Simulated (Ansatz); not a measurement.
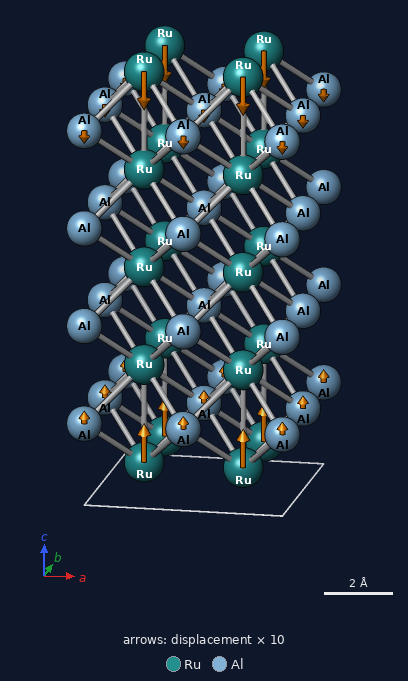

A relaxation of a slab of composition Al4Ru5 (cut from the Pm-3m phase). The starting structure is drawn; orange arrows show the displacements, 10 times their true length.

A ball-and-stick model of the 2 × 2 repeat of the cell, outlined in the plane, without the vacuum, seen slightly off an axis.

Case: (1 0 0) slab, atoms relaxed. The slab is the (1 0 0) face of AlRu.

These are results of Ansatz, DFT r2SCAN, scalar-relativistic, plane waves, PAW, not measurements. Settings: plane-wave cutoff 500 eV; k-point mesh 12 × 12 × 1; occupations gaussian; smearing width 0.1 eV; no spin polarisation; dipole correction; atoms relaxed in a fixed cell; force threshold 0.02 eV/Å; at most 60 steps.

Which element moves most?

Answer. Ruthenium: up to 0.12 Å, against 0.04 Å for aluminium.

Describe the change and its energy.

Answer. The largest moves, 0.12 Å, are those of Ru atoms. Largest moves by element: Ru 0.12 Å, Al 0.04 Å. The lattice vectors keep their values. Some distances before and after: Ru–Ru 2.983 → 2.866 Å, Al–Ru 2.583 → 2.538 Å, Al–Ru 2.583 → 2.561 Å, Al–Ru 2.583 → 2.594 Å. Among the angles between lasting bonds that change: Al–Ru–Al 109.5° → 112.4°. Over 3 geometry steps the energy falls by 70.2 meV per cell of the calculation. The largest force component goes from 0.61 to 0.0048 eV/Å. Cost: 97 s on 2 threads of Intel(R) Xeon(R) 6975P-C (Granite Rapids), on a shared host, peak memory 1.2 GiB.
